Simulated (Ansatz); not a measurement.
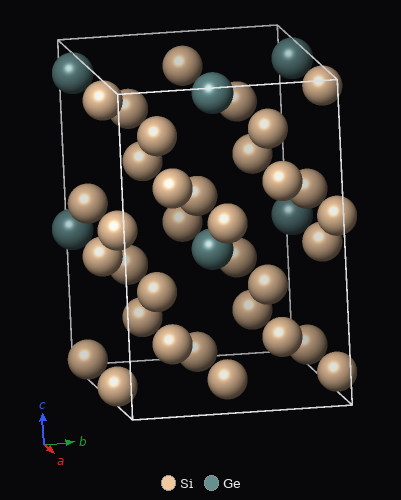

Drawn in the spheres-only manner and seen slightly off an axis. Lines trace the edges of the conventional unit cell.

Si$_{7}$Ge, space group Cm (No. 8), a = 7.73 Å, b = 7.73 Å, c = 11.11 Å, α = 90.00°, β = 100.02°, γ = 90.00°.

Setup: Ansatz, DFT r2SCAN, scalar-relativistic, plane waves, PAW; cutoff 500 eV, k-points about 0.19 Å⁻¹ apart, Gaussian smearing of 0.05 eV, no spin polarisation.

Predict the gap.

A semiconductor at this level, with a gap of 0.57 eV on the k-mesh (the true edges may lie between mesh points, so the gap can be somewhat smaller).

Which way would the volume go on relaxing?

The computed pressure is 31.0 GPa (compressed: it would expand). The stress isn't hydrostatic: its largest component is 92.8 GPa.

The model was built from a structure listed in the Materials Project. The cell was then strained or its atoms displaced on purpose. A calculation with Ansatz used it as input.

At this level of theory the run's own cell isn't at rest (compressed, at 31 GPa and forces up to 70.2 eV/Å), so its distances can differ from those at equilibrium, the more so the softer the solid.
